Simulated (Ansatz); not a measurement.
The calculation's input:

```
crystal:
  lattice:
    - [-1.4974545975, 2.593667445, 0.0]
    - [-2.994909195, 0.0, 0.0]
    - [-1.4974545975, 0.864555815, 19.9822138309]
  atoms:
    - { symbol: Mg, position: [0.624394, 0.624394, 0.126818] }
    - { symbol: Mg, position: [0.375606, 0.375606, 0.873182] }
    - { symbol: Mg, position: [0.207729, 0.207729, 0.376813] }
    - { symbol: Mg, position: [0.792271, 0.792271, 0.623187] }
    - { symbol: Mg, position: [0.08456, 0.08456, 0.74632] }
    - { symbol: Mg, position: [0.91544, 0.882050006, 0.25368] }
    - { symbol: Mg, position: [0.5, 0.5, 0.5] }
    - { symbol: Mg, position: [0.0, 0.0, 0.0] }
    - { symbol: O, position: [0.853865, 0.853865, 0.438405] }
    - { symbol: O, position: [0.146135, 0.146135, 0.561595] }
    - { symbol: O, position: [0.561583, 0.561583, 0.315251] }
    - { symbol: O, position: [0.438417, 0.438417, 0.684749] }
    - { symbol: O, position: [0.687125, 0.687125, 0.938625] }
    - { symbol: O, position: [0.312875, 0.312875, 0.061375] }
    - { symbol: O, position: [0.730764, 0.730764, 0.807708] }
    - { symbol: O, position: [0.269236, 0.269236, 0.192292] }
basis:
  ecutwfc: 500
  fft_grid_basis: typed
kpoints:
  mp_grid: { grid: [9, 9, 10] }
hamiltonian:
  xc: pbe
scf:
  occupations: { method: gaussian, width: 0.05 }
output:
  forces: true
  stress: true
  eigenvalues: true
  bader: true
  write_density: true
  volumetric_format: npy
```

Launched as:

```sh
ansatz run input.yaml --threads 4 --pin off --max-ram 8192MiB --backend cpu --events-out ev --progress --plain --runs-dir out
```

The picture shows the cell of the calculation (origin moved) (a = 2.99 Å, b = 2.99 Å, c = 20.06 Å, α = 85.72°, β = 85.72°, γ = 60.00°).

Space group R-3m. This isn't the usual form at ambient conditions. The cell comes from a database of computed structures, not from a measurement.

Computed with DFT PBE, scalar-relativistic, plane waves, PAW (Ansatz 0.2.0).

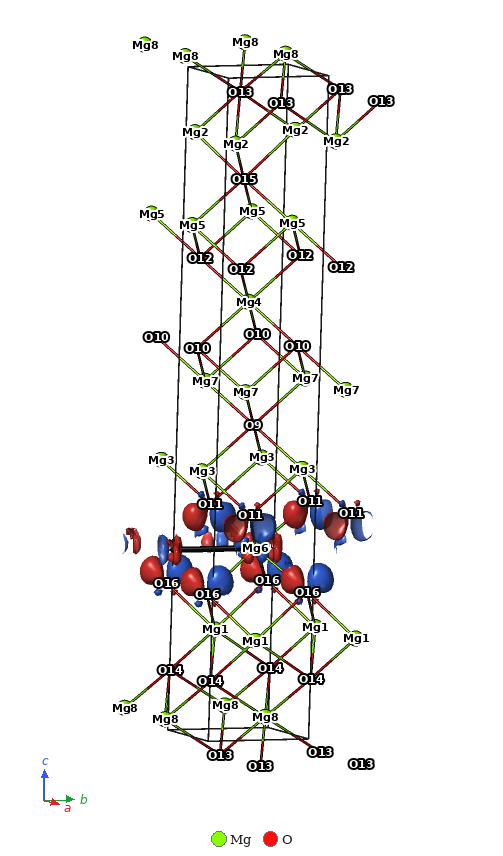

MgO. Mg6 was moved by 0.10 Å along [0 −1 0] in the axes of the cell drawn (arrow, not to scale). Change of the density less the rigid motion of the neutral atom's own density: blue surfaces at +0.005 and red ones at −0.005 e/Å³, in the cell of the calculation (origin moved) seen slightly off an axis.

Core electrons are frozen (PAW), so the fields are smoothed inside the atomic spheres.

### How do the electrons respond beyond following the atom?

About 0.02 e is rearranged in the cell. Outside the cores the largest gain lies at the edge of the masked core of O, and the largest loss lies there too, on other sides.

### How much does the computed force on the atom change?

The force on it changes by 0.55 eV/Å along the move, against it: a stiffness of about 5.5 eV/Å² for this sublattice shift.
